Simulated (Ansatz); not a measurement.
# Geometry relaxation, with input and output: Zn18O19 (part 4 of 5)

Continued. System: Zn18O19 (defect cell, 37 atoms in the cell). Method: DFT PBE, scalar-relativistic, plane waves, PAW, no spin polarisation (Ansatz 0.2.0); cutoff 420 eV, 2×2×2 k-mesh, Gaussian smearing of 0.02 eV. The structure derives from a Materials Project entry. It belongs to a series of runs on one base structure; here: O_i, charge +0, atoms relaxed at the host's cell.

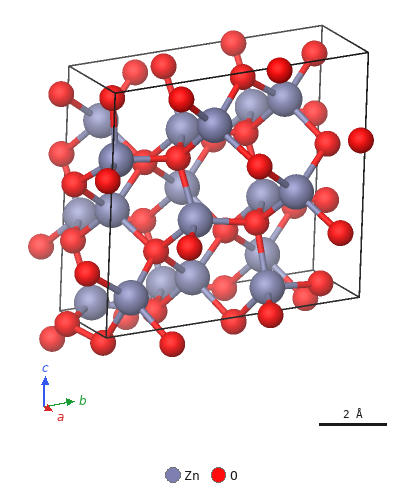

**Figure 1.** The geometry at step 12 of the log (ball-and-stick view of the cell of the calculation, seen slightly off an axis; bonded neighbours outside the cell are drawn too).

Trajectory as extended XYZ, continued:
```
37
Lattice="-0.0000 -5.6801 -5.2932 -4.9191 2.8400 -5.2932 4.9191 2.8400 -5.2932" Properties=species:S:1:pos:R:3:forces:R:3 step=8 energy=-70525.68420
Zn   -0.0743   -1.7733   -2.5466    0.0794  -0.1763  -0.0370
Zn   -1.7036    0.9045   -2.7918    0.0933  -0.1081   0.0104
Zn   -1.6328    0.9038   -8.0019    0.0256   0.0263  -0.0183
Zn    1.6780    0.9068   -7.9110   -0.0593  -0.0241  -0.0833
Zn    1.5394    0.8725   -2.6443    0.0971  -0.1893  -0.0617
Zn   -3.1027   -2.0124   -7.9002    0.0720  -0.1930   0.0821
Zn    0.0360   -1.9484   -8.0128    0.0050  -0.0209   0.0268
Zn    0.0078    3.7048   -7.9419    0.0682   0.1414  -0.0773
Zn    3.0594   -2.0766   -7.7028    0.0036  -0.3545  -0.5865
Zn   -1.6183   -0.9575   -5.3644    0.0195   0.0092   0.0092
Zn   -3.2323    1.8999   -5.3510   -0.2325   0.0089   0.1358
Zn    1.6369   -0.8819   -5.2541    0.0413  -0.1134   0.0571
Zn    0.0593    1.9207  -10.6003   -0.0783  -0.1094   0.0359
Zn    0.0577    1.8587   -5.3618   -0.0733   0.0455   0.0079
Zn   -0.0300   -3.7125   -5.4475   -0.1408  -0.5436  -0.1804
Zn   -1.6465   -1.0179  -10.5911    0.0527   0.0457   0.0463
Zn    3.3435    2.0776   -5.1345   -0.0709  -0.5615  -0.5211
Zn    1.6738   -0.9958  -10.5813   -0.0060   0.0070  -0.0202
O    -0.0115    3.8201  -11.1741    0.0041  -0.0407  -0.0322
O     3.2106   -1.9321  -11.4304    0.1297   0.3241   0.3083
O    -1.6120    0.9347   -5.9863    0.0037  -0.0080   0.0091
O     1.7328    0.9693   -5.9265   -0.0676  -0.0199   0.0001
O    -3.3031   -1.8906  -11.2463    0.0857   0.0663  -0.0774
O     1.6709    0.8967  -11.2096   -0.0619   0.0523  -0.0578
O     0.0448   -1.8663   -6.0069   -0.0562   0.0685   0.1227
O     0.0138   -1.9116  -11.2321   -0.0263  -0.0182  -0.0227
O    -1.6393    0.9317  -11.1180    0.0782   0.0166   0.0846
O     3.2718    1.8397   -8.6722   -0.0437  -0.0066   0.0636
O     1.6069   -0.9819  -13.9420    0.1152  -0.1010   0.0937
O    -3.3154    1.8165   -8.5666    0.1002   0.1620   0.0273
O     0.0423    1.8144   -8.5959   -0.0240   0.0813   0.0261
O    -0.0313   -3.8384   -8.6474    0.0457   0.0520   0.0175
O     0.4630    2.0906  -13.8120   -0.5674  -0.3030  -0.4159
O    -1.5548   -0.9982   -8.6064   -0.0858   0.0957   0.0146
O    -1.7013   -1.2060  -13.8426   -0.2853   0.4007   0.3720
O     1.6576   -0.9872   -8.5750   -0.0104  -0.0061  -0.0338
O    -0.4880    0.9225  -14.3577    0.7697   1.2946   0.6748
37
Lattice="-0.0000 -5.6801 -5.2932 -4.9191 2.8400 -5.2932 4.9191 2.8400 -5.2932" Properties=species:S:1:pos:R:3:forces:R:3 step=9 energy=-70525.90979
Zn   -0.0760   -1.8028   -2.5551    0.1470  -0.1330  -0.1130
Zn   -1.6987    0.8927   -2.7894    0.1241  -0.1210   0.0511
Zn   -1.6320    0.9119   -8.0041    0.0016  -0.0103   0.0325
Zn    1.6656    0.8988   -7.9185   -0.0425  -0.0390  -0.0818
Zn    1.5524    0.8684   -2.6568    0.0168  -0.1338  -0.0005
Zn   -3.0757   -2.0272   -7.8835   -0.0594   0.0239  -0.0312
Zn    0.0338   -1.9508   -8.0112   -0.0349  -0.0051   0.0966
Zn    0.0039    3.7266   -7.9499   -0.0081   0.0918  -0.0525
Zn    3.0242   -2.1127   -7.7210    0.2133  -0.1210  -0.3088
Zn   -1.6183   -0.9582   -5.3612    0.0330  -0.0013   0.0068
Zn   -3.2471    1.8931   -5.3532   -0.1159   0.0297   0.0904
Zn    1.6360   -0.8923   -5.2357    0.0049  -0.1960  -0.0598
Zn    0.0531    1.9049  -10.5973   -0.0902  -0.1265  -0.0137
Zn    0.0504    1.8602   -5.3636   -0.0889   0.0228   0.0216
Zn   -0.0392   -3.7488   -5.4881   -0.0602  -0.3167  -0.1351
Zn   -1.6416   -1.0204  -10.5843   -0.0197   0.0623   0.0308
Zn    3.3357    2.0358   -5.1726   -0.1042  -0.4543  -0.3551
Zn    1.6780   -1.0033  -10.5802   -0.0350   0.0287  -0.0226
O    -0.0127    3.8034  -11.1790   -0.0372  -0.0007   0.0256
O     3.2332   -1.9238  -11.4118   -0.0344   0.0882   0.1782
O    -1.6140    0.9324   -5.9853   -0.0461   0.0074   0.0223
O     1.7171    0.9553   -5.9330   -0.0062   0.0223   0.0338
O    -3.2987   -1.8972  -11.2552    0.1248   0.0196  -0.0306
O     1.6683    0.8926  -11.2077   -0.0428   0.0189  -0.0220
O     0.0384   -1.8689   -5.9992   -0.0127  -0.0329   0.0899
O     0.0150   -1.9143  -11.2371   -0.0016  -0.0023  -0.0510
O    -1.6419    0.9251  -11.1080    0.0104   0.0206  -0.1243
O     3.2648    1.8303   -8.6674   -0.0124   0.0142   0.1046
O     1.6150   -0.9894  -13.9425    0.0394   0.0035   0.0886
O    -3.3118    1.8293   -8.5553    0.0966   0.1269   0.0195
O     0.0381    1.8265   -8.5949   -0.0293   0.1438   0.0476
O    -0.0318   -3.8399   -8.6464    0.0361   0.0371   0.0189
O     0.4848    2.0948  -13.8477    1.3953   1.4952   0.8183
O    -1.5540   -0.9890   -8.6020   -0.0280   0.0317   0.0150
O    -1.7115   -1.1435  -13.8365   -0.0732   0.2577   0.1195
O     1.6467   -0.9921   -8.5837   -0.0437   0.0321  -0.0095
O    -0.4403    1.0895  -14.2691   -1.2156  -0.8838  -0.4996
37
Lattice="-0.0000 -5.6801 -5.2932 -4.9191 2.8400 -5.2932 4.9191 2.8400 -5.2932" Properties=species:S:1:pos:R:3:forces:R:3 step=10 energy=-70526.17951
Zn   -0.0262   -1.7749   -2.5528    0.0753  -0.1210  -0.1183
Zn   -1.6987    0.8747   -2.7775    0.0628  -0.0601   0.0500
Zn   -1.6187    0.9175   -7.9813   -0.0152  -0.0522   0.0082
Zn    1.6492    0.8948   -7.9349   -0.0052  -0.0516  -0.0602
Zn    1.5875    0.8812   -2.6718   -0.0026  -0.0973   0.0267
Zn   -3.0488   -2.0348   -7.8577   -0.0644   0.0606  -0.0391
Zn    0.0295   -1.9572   -7.9936   -0.0377   0.0280   0.0751
Zn   -0.0084    3.7521   -7.9575    0.0065   0.0118  -0.0004
Zn    3.0381   -2.0992   -7.7693    0.1924   0.0571  -0.2028
Zn   -1.6167   -0.9724   -5.3349    0.0276  -0.0534  -0.0121
Zn   -3.2604    1.8936   -5.3329   -0.0942   0.0257   0.0411
Zn    1.6315   -0.9373   -5.2517   -0.0084  -0.1608  -0.0368
Zn    0.0429    1.8834  -10.6007   -0.0310  -0.0783  -0.0565
Zn    0.0249    1.8560   -5.3491   -0.0370   0.0249  -0.0085
Zn   -0.0537   -3.8034   -5.5488   -0.1143  -0.1933   0.0522
Zn   -1.6447   -1.0077  -10.5796   -0.0218   0.0529   0.0799
Zn    3.2944    1.9470   -5.2306   -0.0607  -0.2162  -0.2581
Zn    1.6576   -1.0200  -10.5805    0.0078   0.0209   0.0030
O    -0.0105    3.7878  -11.1776   -0.0085   0.0306   0.0837
O     3.2058   -1.9653  -11.3943   -0.0570   0.0391   0.0073
O    -1.6335    0.9187   -5.9642   -0.0087  -0.0023   0.0198
O     1.6757    0.9211   -5.9426   -0.0346   0.0251   0.0273
O    -3.2835   -1.9046  -11.2634    0.0916  -0.0373  -0.0748
O     1.6699    0.8770  -11.1861   -0.0003   0.0245   0.0316
O     0.0258   -1.9027   -5.9850   -0.0031   0.0376   0.0336
O    -0.0030   -1.9235  -11.2436   -0.0073  -0.0321  -0.0544
O    -1.6385    0.9206  -11.1504   -0.0030  -0.0144  -0.0276
O     3.2778    1.8136   -8.6410   -0.0151   0.0580   0.0768
O     1.6139   -0.9767  -13.9259    0.0796  -0.0517   0.0569
O    -3.2722    1.8536   -8.5676    0.1188   0.2224  -0.0022
O     0.0318    1.8525   -8.5945   -0.0104   0.0813   0.0284
O    -0.0294   -3.8448   -8.6290   -0.0028  -0.0220   0.0051
O     0.5908    2.1493  -13.7739    0.2832   0.3980   0.4481
O    -1.5419   -0.9780   -8.5959    0.0165   0.0181  -0.0070
O    -1.6992   -1.0891  -13.8689   -0.0486   0.1066   0.1575
O     1.6221   -0.9920   -8.5891   -0.0412   0.0040   0.0074
O    -0.4723    1.2858  -14.2896   -0.2277  -0.0828  -0.3607
37
Lattice="-0.0000 -5.6801 -5.2932 -4.9191 2.8400 -5.2932 4.9191 2.8400 -5.2932" Properties=species:S:1:pos:R:3:forces:R:3 step=11 energy=-70526.30699
Zn    0.0297   -1.7149   -2.5586   -0.0111   0.0368   0.0277
Zn   -1.6925    0.8614   -2.7557   -0.0064   0.0054   0.0159
Zn   -1.6152    0.9143   -7.9580    0.0215   0.0280   0.0061
Zn    1.6312    0.8822   -7.9645   -0.0231   0.0170   0.0303
Zn    1.6267    0.9102   -2.6858    0.0149  -0.0065   0.0111
Zn   -3.0486   -2.0321   -7.8390    0.0292  -0.0232   0.0136
Zn    0.0128   -1.9631   -7.9696    0.0052   0.0139   0.0111
Zn   -0.0168    3.7612   -7.9610   -0.0124  -0.0524  -0.0113
Zn    3.0902   -2.0541   -7.8469   -0.0287  -0.0174  -0.0246
Zn   -1.6023   -1.0019   -5.3040    0.0000   0.0067   0.0051
Zn   -3.2729    1.8997   -5.3012    0.0021  -0.0402  -0.0085
Zn    1.6390   -0.9989   -5.2838   -0.0189   0.0415  -0.0014
Zn    0.0413    1.8693  -10.6266    0.0183   0.0404   0.0072
Zn   -0.0050    1.8475   -5.3349    0.0131  -0.0087  -0.0269
Zn   -0.0606   -3.8746   -5.6028   -0.0127   0.0155  -0.0949
Zn   -1.6396   -0.9847  -10.5719    0.0172  -0.0358  -0.0212
Zn    3.2455    1.8583   -5.2925   -0.0272  -0.0246  -0.0196
Zn    1.6379   -1.0353  -10.5776   -0.0157  -0.0255  -0.0282
O    -0.0053    3.7943  -11.1671    0.0224   0.0000  -0.0012
O     3.1785   -2.0020  -11.3720   -0.0008   0.0141  -0.0191
O    -1.6550    0.8959   -5.9414   -0.0048  -0.0116  -0.0042
O     1.6243    0.8827   -5.9585   -0.0120  -0.0071  -0.0031
O    -3.2545   -1.9149  -11.2778    0.0016  -0.0188   0.0140
O     1.6824    0.8611  -11.1574    0.0090   0.0245  -0.0163
O     0.0210   -1.9406   -5.9709    0.0018   0.0268  -0.0258
O    -0.0194   -1.9415  -11.2505   -0.0053   0.0173   0.0104
O    -1.6230    0.9150  -11.2080   -0.0021  -0.0314  -0.0152
O     3.2848    1.8096   -8.6047    0.0156   0.0201  -0.0253
O     1.6241   -0.9730  -13.8967    0.0190   0.0190  -0.0086
O    -3.2204    1.9035   -8.5972   -0.0126  -0.0200   0.0048
O     0.0211    1.8688   -8.6045    0.0071  -0.0179  -0.0157
O    -0.0296   -3.8532   -8.6083   -0.0034   0.0100  -0.0256
O     0.5930    2.1780  -13.6210   -0.0234  -0.0223   0.1391
O    -1.5458   -0.9714   -8.5935   -0.0156  -0.0045   0.0075
O    -1.6774   -1.0398  -13.8964    0.0094   0.0061   0.0433
O     1.5920   -1.0006   -8.5938    0.0110  -0.0130   0.0250
O    -0.4828    1.4806  -14.3338    0.0175   0.0376   0.0236
37
Lattice="-0.0000 -5.6801 -5.2932 -4.9191 2.8400 -5.2932 4.9191 2.8400 -5.2932" Properties=species:S:1:pos:R:3:forces:R:3 step=12 energy=-70526.33923
Zn    0.0278   -1.6870   -2.5381    0.0022   0.0273  -0.0201
Zn   -1.6810    0.8730   -2.7393   -0.0106  -0.0002  -0.0170
Zn   -1.6170    0.9114   -7.9708   -0.0016  -0.0016   0.0028
Zn    1.6276    0.8875   -7.9800    0.0102  -0.0165  -0.0008
Zn    1.6268    0.9028   -2.6878    0.0069  -0.0084   0.0144
Zn   -3.0491   -2.0404   -7.8304    0.0344  -0.0011  -0.0126
Zn   -0.0021   -1.9587   -7.9781    0.0045   0.0178   0.0088
Zn   -0.0130    3.7364   -7.9797   -0.0027   0.0120  -0.0004
Zn    3.0726   -2.0648   -7.8771   -0.0081   0.0057   0.0177
Zn   -1.5887   -0.9997   -5.2956   -0.0035  -0.0001  -0.0115
Zn   -3.2588    1.8908   -5.2928    0.0119   0.0055  -0.0121
Zn    1.6507   -0.9951   -5.3010   -0.0108   0.0199  -0.0005
Zn    0.0430    1.8689  -10.6706    0.0171   0.0084  -0.0090
Zn   -0.0026    1.8448   -5.3443   -0.0019  -0.0025  -0.0032
Zn   -0.0434   -3.8665   -5.5890    0.0093   0.0193  -0.0151
Zn   -1.6281   -0.9882  -10.5917    0.0040  -0.0201  -0.0087
Zn    3.2381    1.8537   -5.2957    0.0148   0.0114   0.0129
Zn    1.6373   -1.0384  -10.5858   -0.0090   0.0130   0.0052
O     0.0011    3.8121  -11.1473   -0.0075   0.0033   0.0200
O     3.1959   -1.9942  -11.3568    0.0250   0.0060   0.0203
O    -1.6489    0.8929   -5.9531   -0.0041  -0.0045  -0.0075
O     1.6252    0.8853   -5.9719    0.0065  -0.0013  -0.0074
O    -3.2497   -1.9234  -11.2782   -0.0154  -0.0024   0.0027
O     1.7040    0.8594  -11.1462    0.0066  -0.0028   0.0239
O     0.0293   -1.9333   -5.9812   -0.0092  -0.0126  -0.0052
O    -0.0122   -1.9462  -11.2651    0.0040  -0.0040   0.0007
O    -1.6248    0.9046  -11.2335   -0.0058   0.0033   0.0284
O     3.2875    1.8245   -8.5997    0.0002   0.0071  -0.0022
O     1.6300   -0.9756  -13.8904   -0.0008  -0.0080  -0.0070
O    -3.2280    1.8943   -8.6105    0.0007   0.0045  -0.0173
O     0.0165    1.8558   -8.6328   -0.0053  -0.0069  -0.0067
O    -0.0237   -3.8499   -8.6175    0.0020  -0.0024  -0.0099
O     0.5188    2.1500  -13.4374   -0.0986  -0.1028   0.0671
O    -1.5695   -0.9767   -8.6084    0.0065   0.0029  -0.0175
O    -1.6735   -1.0501  -13.8959   -0.0019  -0.0132  -0.0109
O     1.5781   -0.9999   -8.6000   -0.0027   0.0060  -0.0014
O    -0.4869    1.5369  -14.3138    0.0333   0.0379  -0.0219
37
Lattice="-0.0000 -5.6801 -5.2932 -4.9191 2.8400 -5.2932 4.9191 2.8400 -5.2932" Properties=species:S:1:pos:R:3:forces:R:3 step=13 energy=-70526.35601
Zn    0.0281   -1.6878   -2.5331    0.0079   0.0023  -0.0030
Zn   -1.6701    0.8803   -2.7267   -0.0104  -0.0036  -0.0037
Zn   -1.6140    0.9128   -7.9855    0.0123   0.0048   0.0070
Zn    1.6274    0.8942   -7.9960   -0.0040  -0.0066  -0.0018
Zn    1.6202    0.8880   -2.6899    0.0091   0.0011   0.0029
Zn   -3.0509   -2.0400   -7.8265    0.0193   0.0089   0.0023
Zn   -0.0172   -1.9547   -7.9834    0.0089   0.0078   0.0007
Zn   -0.0076    3.7281   -7.9967   -0.0048   0.0024   0.0056
Zn    3.0484   -2.0792   -7.8886   -0.0079   0.0027   0.0074
Zn   -1.5800   -0.9896   -5.2926   -0.0070   0.0040  -0.0029
Zn   -3.2441    1.8915   -5.2895    0.0024   0.0030  -0.0029
Zn    1.6559   -0.9830   -5.3161   -0.0037   0.0215  -0.0109
Zn    0.0426    1.8682  -10.7186    0.0039   0.0008   0.0475
Zn    0.0031    1.8462   -5.3512    0.0050   0.0027  -0.0069
Zn   -0.0179   -3.8479   -5.5669   -0.0213  -0.0083  -0.0142
Zn   -1.6177   -0.9914  -10.6085    0.0129  -0.0131  -0.0108
Zn    3.2440    1.8616   -5.2956    0.0123   0.0151   0.0090
Zn    1.6431   -1.0368  -10.5885    0.0056   0.0039   0.0070
O     0.0105    3.8299  -11.1347   -0.0032  -0.0070  -0.0027
O     3.2210   -1.9793  -11.3424    0.0230   0.0109   0.0243
O    -1.6409    0.8968   -5.9660   -0.0052  -0.0049  -0.0106
O     1.6336    0.8958   -5.9835    0.0088  -0.0077  -0.0090
O    -3.2454   -1.9253  -11.2809   -0.0052  -0.0044  -0.0097
O     1.7249    0.8588  -11.1345   -0.0051   0.0023   0.0008
O     0.0326   -1.9251   -5.9871   -0.0089  -0.0035  -0.0091
O    -0.0009   -1.9467  -11.2767   -0.0024   0.0043  -0.0066
O    -1.6352    0.8979  -11.2420   -0.0175  -0.0040   0.0213
O     3.2927    1.8343   -8.5971    0.0078  -0.0075   0.0012
O     1.6386   -0.9768  -13.8871   -0.0033   0.0058  -0.0063
O    -3.2394    1.8770   -8.6235   -0.0018  -0.0052  -0.0096
O     0.0142    1.8519   -8.6601   -0.0068  -0.0061   0.0099
O    -0.0191   -3.8470   -8.6261    0.0057   0.0018   0.0101
O     0.4207    2.0935  -13.2725   -0.0663  -0.0706  -0.0949
O    -1.5912   -0.9782   -8.6222   -0.0050   0.0044  -0.0128
O    -1.6782   -1.0648  -13.8962   -0.0101  -0.0018  -0.0083
O     1.5650   -0.9972   -8.6025   -0.0008  -0.0044  -0.0016
O    -0.4876    1.5409  -14.2986    0.0561   0.0485   0.0807
37
Lattice="-0.0000 -5.6801 -5.2932 -4.9191 2.8400 -5.2932 4.9191 2.8400 -5.2932" Properties=species:S:1:pos:R:3:forces:R:3 step=14 energy=-70526.35766
Zn    0.0323   -1.6946   -2.5333    0.0001  -0.0080   0.0001
Zn   -1.6715    0.8784   -2.7295   -0.0009  -0.0010   0.0016
Zn   -1.6138    0.9122   -7.9843    0.0001  -0.0012  -0.0020
Zn    1.6312    0.8928   -7.9944    0.0003  -0.0004   0.0014
Zn    1.6211    0.8870   -2.6924   -0.0004  -0.0011  -0.0009
Zn   -3.0466   -2.0391   -7.8255   -0.0067   0.0007  -0.0025
Zn   -0.0168   -1.9547   -7.9859   -0.0017   0.0027   0.0001
Zn   -0.0076    3.7315   -7.9943    0.0016   0.0006   0.0008
Zn    3.0495   -2.0771   -7.8821   -0.0069  -0.0033  -0.0011
Zn   -1.5821   -0.9892   -5.2922    0.0020  -0.0001   0.0001
Zn   -3.2447    1.8905   -5.2916   -0.0011  -0.0003  -0.0006
Zn    1.6514   -0.9789   -5.3184    0.0004   0.0002   0.0003
Zn    0.0397    1.8657  -10.7035   -0.0013   0.0006   0.0075
Zn    0.0054    1.8468   -5.3526    0.0019   0.0001  -0.0025
Zn   -0.0201   -3.8476   -5.5704    0.0016   0.0014  -0.0142
Zn   -1.6188   -0.9958  -10.6114    0.0013   0.0016   0.0001
Zn    3.2497    1.8663   -5.2934    0.0002   0.0016  -0.0018
Zn    1.6456   -1.0345  -10.5865    0.0005  -0.0033  -0.0004
O     0.0107    3.8242  -11.1347   -0.0019   0.0021   0.0011
O     3.2211   -1.9775  -11.3440   -0.0013  -0.0009   0.0013
O    -1.6405    0.8967   -5.9663    0.0010   0.0011  -0.0002
O     1.6382    0.8984   -5.9831   -0.0002   0.0007   0.0002
O    -3.2480   -1.9271  -11.2839   -0.0005  -0.0001   0.0015
O     1.7213    0.8612  -11.1340   -0.0006   0.0008   0.0002
O     0.0296   -1.9238   -5.9904   -0.0016  -0.0027   0.0006
O     0.0009   -1.9452  -11.2762   -0.0004  -0.0012   0.0010
O    -1.6388    0.8970  -11.2353    0.0067   0.0032   0.0000
O     3.2965    1.8317   -8.5965    0.0007  -0.0007  -0.0005
O     1.6383   -0.9757  -13.8891    0.0016   0.0028   0.0007
O    -3.2390    1.8758   -8.6255    0.0012  -0.0022   0.0010
O     0.0153    1.8522   -8.6509    0.0012   0.0011  -0.0034
O    -0.0185   -3.8475   -8.6265   -0.0031  -0.0008  -0.0005
O     0.4197    2.0855  -13.2842   -0.0121  -0.0077  -0.0136
O    -1.5906   -0.9774   -8.6253   -0.0001  -0.0007   0.0014
O    -1.6781   -1.0624  -13.8950    0.0003   0.0006   0.0000
O     1.5654   -0.9975   -8.6015    0.0006   0.0006  -0.0001
O    -0.4983    1.5484  -14.3034    0.0164   0.0128   0.0223
37
Lattice="-0.0000 -5.6801 -5.2932 -4.9191 2.8400 -5.2932 4.9191 2.8400 -5.2932" Properties=species:S:1:pos:R:3:forces:R:3 step=15 energy=-70526.35767
Zn    0.0323   -1.6946   -2.5333    0.0002  -0.0081   0.0001
Zn   -1.6715    0.8784   -2.7295   -0.0009  -0.0011   0.0015
Zn   -1.6138    0.9122   -7.9843    0.0001  -0.0012  -0.0020
Zn    1.6312    0.8928   -7.9944    0.0005  -0.0004   0.0014
Zn    1.6211    0.8870   -2.6924   -0.0005  -0.0012  -0.0010
Zn   -3.0466   -2.0391   -7.8255   -0.0065   0.0007  -0.0025
Zn   -0.0168   -1.9547   -7.9859   -0.0018   0.0027  -0.0001
Zn   -0.0076    3.7315   -7.9943    0.0017   0.0007   0.0008
Zn    3.0495   -2.0771   -7.8821   -0.0068  -0.0032  -0.0009
Zn   -1.5821   -0.9892   -5.2922    0.0020  -0.0001   0.0001
Zn   -3.2447    1.8905   -5.2916   -0.0012  -0.0003  -0.0006
Zn    1.6514   -0.9789   -5.3184    0.0003   0.0003   0.0003
Zn    0.0397    1.8657  -10.7035   -0.0015   0.0006   0.0081
Zn    0.0054    1.8468   -5.3526    0.0020   0.0001  -0.0025
Zn   -0.0201   -3.8476   -5.5704    0.0016   0.0015  -0.0142
Zn   -1.6188   -0.9958  -10.6114    0.0012   0.0015   0.0001
Zn    3.2497    1.8663   -5.2934    0.0004   0.0017  -0.0019
Zn    1.6456   -1.0345  -10.5865    0.0006  -0.0032  -0.0004
O     0.0107    3.8242  -11.1347   -0.0020   0.0021   0.0010
O     3.2211   -1.9775  -11.3440   -0.0013  -0.0009   0.0014
O    -1.6405    0.8967   -5.9663    0.0010   0.0012  -0.0003
O     1.6382    0.8984   -5.9831   -0.0002   0.0007   0.0002
O    -3.2480   -1.9271  -11.2839   -0.0005  -0.0002   0.0016
O     1.7213    0.8612  -11.1340   -0.0006   0.0007   0.0002
O     0.0296   -1.9238   -5.9904   -0.0016  -0.0027   0.0007
O     0.0009   -1.9452  -11.2762   -0.0004  -0.0012   0.0010
O    -1.6388    0.8970  -11.2353    0.0067   0.0032   0.0000
O     3.2965    1.8317   -8.5965    0.0007  -0.0006  -0.0004
O     1.6383   -0.9757  -13.8891    0.0016   0.0028   0.0008
O    -3.2390    1.8758   -8.6255    0.0012  -0.0022   0.0010
O     0.0153    1.8522   -8.6509    0.0012   0.0011  -0.0035
O    -0.0185   -3.8475   -8.6265   -0.0031  -0.0008  -0.0006
O     0.4197    2.0855  -13.2842   -0.0125  -0.0080  -0.0141
O    -1.5906   -0.9774   -8.6253   -0.0001  -0.0007   0.0014
O    -1.6781   -1.0624  -13.8950    0.0004   0.0006   0.0000
O     1.5654   -0.9975   -8.6015    0.0007   0.0007  -0.0002
O    -0.4983    1.5484  -14.3034    0.0173   0.0133   0.0232
```
